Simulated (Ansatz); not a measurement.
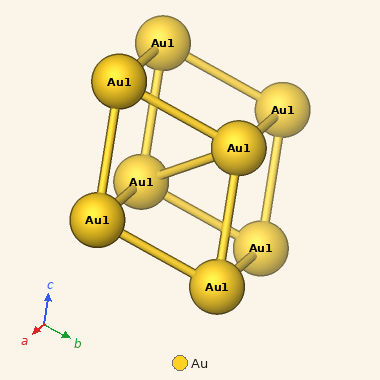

The system is Au (Im-3m, No. 229; 1 atom in the cell); the picture shows the reference structure. The cell is strained homogeneously, by one strain along x and y and another along z, with fractional coordinates fixed (x, y and z along the cube axes). First axis: strain along x and y. Second axis: strain along z. Grid: 5 × 5 points. Energies: meV/atom, counted from the unstrained cell. The reference cell is the one listed in the database, not relaxed at this level. The calculation used DFT PBEsol, scalar-relativistic, plane waves, PAW (Ansatz 0.2.0). Settings: cutoff 420 eV, k-mesh 20×20×20, gaussian smearing 0.15 eV, no spin polarisation.

Its coordinates:

```yaml
crystal:
  lattice:
    - [-1.65727, 1.65727, 1.65727]
    - [1.65727, -1.65727, 1.65727]
    - [1.65727, 1.65727, -1.65727]
  atoms:
    - { symbol: Au, position: [0.00000, 0.00000, 0.00000] }
```

Range: strain along x and y from −8 to 8 %; strain along z from −8 to 8 %.

### Predict the map.

The lowest grid point is at strain along x and y = −8 %, strain along z = 8 %, −37 meV/atom from the unstrained cell. The bottom of the well lies between grid points, at about strain along x and y = −7 %, strain along z = 8 %, about 6 meV/atom lower on the interpolated surface. The energy also falls towards the edge at strain along x and y = 0 %, strain along z = −8 % (1.6 meV/atom above the lowest), where a further well may lie outside the range. The highest grid point, strain along x and y = 8 %, strain along z = 8 %, lies 553 meV/atom above the lowest.

| strain along z ↓, strain along x and y → | −8 | −4 | 0 | 4 | 8 |
| --- | --- | --- | --- | --- | --- |
| 8 | −37 | −8 | 118 | 301 | 515 |
| 4 | −3 | −33 | 52 | 208 | 404 |
| 0 | 69 | −35 | 0 | 122 | 295 |
| −4 | 185 | −5 | −31 | 47 | 190 |
| −8 | 359 | 66 | −36 | −10 | 95 |

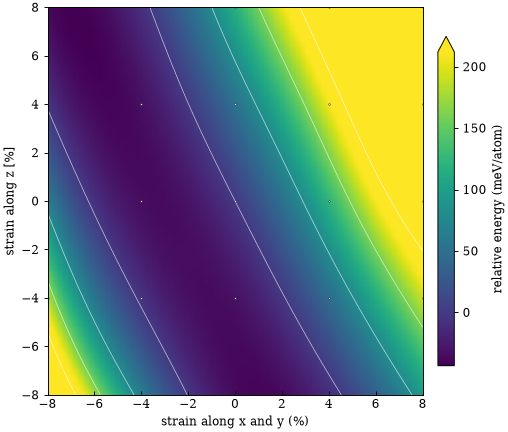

The picture shows a smooth colour map with a few white contour lines, dots at the grid points, one colour for all values above the top of the scale. Between grid points the surface is interpolated.
